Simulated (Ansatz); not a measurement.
```xyz
4
Lattice="4.2492 0.0000 0.0000 -2.1246 3.6800 0.0000 0.0000 0.0000 6.9365" Properties=species:S:1:pos:R:3 pbc="T T T"
Cd    0.0000    2.4533    0.0327
Cd    2.1246    1.2266    3.5009
Se    0.0000    2.4533    2.6379
Se    2.1246    1.2266    6.1061
```

Space group P6₃mc; started from the measured structure prototype, which need not be the ambient phase.

Theory: DFT, LDA, plane waves, PAW in Ansatz.

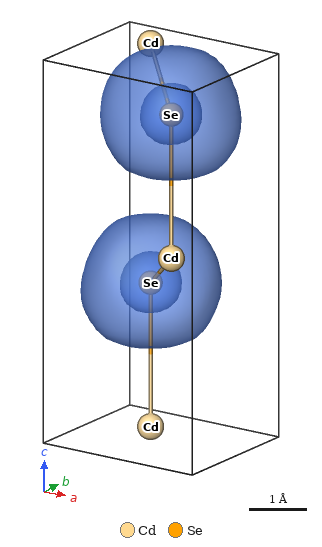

CdSe. Isosurface of the electron localisation function at 0.65 (blue), seen slightly off an axis. Only the valence region is drawn (cores and ρ < 0.01 e/Å³ removed). Sticks mark near contacts.

Core electrons are frozen (PAW), and the valence fields are smoothed inside the atomic spheres.

### Where are the electrons localised?

The surface consists of two regions wrapped around Se (the valence shell of each), counted in one cell of 4 atoms. Any copies at cell faces, edges or corners count once. Profiles from the grid: Cd–Se (2.60 Å): the ELF is about 0.40 at the midpoint.

### Does the calculation give a band gap?

It is gapped, with a Kohn–Sham gap of 0.46 eV on the k-point mesh (the band edges may lie off the mesh, which would make the gap smaller).
